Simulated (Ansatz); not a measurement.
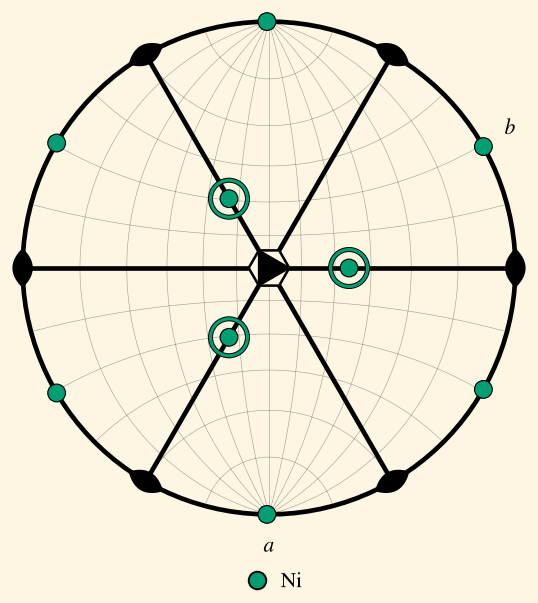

Crystal: AlNi3, the input geometry of an electronic-structure calculation (not necessarily at equilibrium). Directions from one aluminium atom at (2/3, 1/3, 1/4) to its bonded neighbours, in stereographic projection down c (filled: above the plane of the page or in it, open: below). Symmetry computed with spglib at a tolerance of 0.002 Å; standard conventional cell.

Neighbours are counted up to 2.80 Å for Ni. The symmetry elements of the site are drawn in: heavy lines are mirror planes (a heavy rim: a mirror in the plane of the page); lens, triangle, square and hexagon are 2-, 3-, 4- and 6-fold axes, a lens in an open square is −4, a triangle in an open hexagon −6; thin dashed diameters join the ends of axes that lie in the page; a small open circle marks inversion.

```
CELL_PARAMETERS angstrom
5.00912 0.00000 0.00000
-2.50456 4.33802 0.00000
0.00000 0.00000 4.04026
ATOMIC_POSITIONS crystal
Al 0.66667 0.33333 0.25000
Al 0.33333 0.66667 0.75000
Ni 0.32852 0.16426 0.75000
Ni 0.83574 0.16426 0.75000
Ni 0.83574 0.67148 0.75000
Ni 0.67148 0.83574 0.25000
Ni 0.16426 0.83574 0.25000
Ni 0.16426 0.32852 0.25000
```

How many neighbours are there, and at what angles?

Answer. 12: 12 Ni at 2.50 Å. Angles between bonds: 59° (15×), 61° (9×), 90° (12×), 108° (3×), 120° (18×), 146° (6×), 179° (3×).

What is the site's symmetry in the crystal?

Answer. Point group -6m2 (D3h), order 12: one −6 axis, three twofold axes, four mirror planes. In P6₃/mmc (No. 194) this is Wyckoff position 2d.
